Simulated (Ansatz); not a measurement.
System: GeS (slab).

```cif
data_structure
_symmetry_space_group_name_H-M 'P 1'
_symmetry_Int_Tables_number 1
_cell_length_a 3.5897
_cell_length_b 4.5472
_cell_length_c 33.8872
_cell_angle_alpha 90.000
_cell_angle_beta 90.000
_cell_angle_gamma 90.000
_cell_volume 553.14
loop_
_atom_site_label
_atom_site_type_symbol
_atom_site_fract_x
_atom_site_fract_y
_atom_site_fract_z
_atom_site_occupancy
Ge1 Ge 0.75000 0.63573 0.22132 1
S1 S 0.25000 0.98680 0.23004 1
S2 S 0.75000 0.48680 0.29049 1
Ge2 Ge 0.25000 0.13573 0.29921 1
Ge3 Ge 0.75000 0.86427 0.38115 1
S3 S 0.25000 0.51320 0.38986 1
S4 S 0.75000 0.01320 0.45032 1
Ge4 Ge 0.25000 0.36427 0.45903 1
Ge5 Ge 0.75000 0.63573 0.54097 1
S5 S 0.25000 0.98680 0.54968 1
S6 S 0.75000 0.48680 0.61014 1
Ge6 Ge 0.25000 0.13573 0.61885 1
Ge7 Ge 0.75000 0.86427 0.70079 1
S7 S 0.25000 0.51320 0.70951 1
S8 S 0.75000 0.01320 0.76996 1
Ge8 Ge 0.25000 0.36427 0.77868 1
```

These are results of Ansatz, DFT r2SCAN, scalar-relativistic, plane waves, PAW, not measurements.

### Predict the valence pseudo-density and electron localisation function between the atoms.

Ge–S (2.44 Å): the density is about 0.5 e/Å³ at the midpoint; the ELF peaks at about 0.90 in the valence shell of S, 0.9 Å from its nucleus, and is about 0.70 at the midpoint.

### Does the calculation make it a metal, or give it a gap?

It is gapped, with a Kohn–Sham gap of 1.5 eV on the k-point mesh (the band edges may lie off the mesh, which would make the gap smaller).

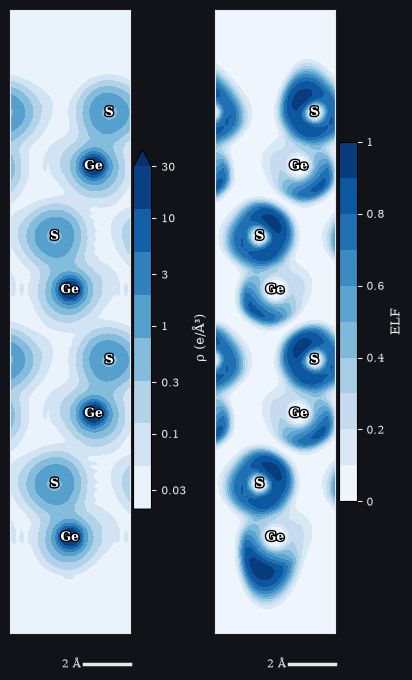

Computed valence pseudo-density and electron localisation function on the (100) plane of the calculation cell, a cut from vacuum to vacuum, in this order. 
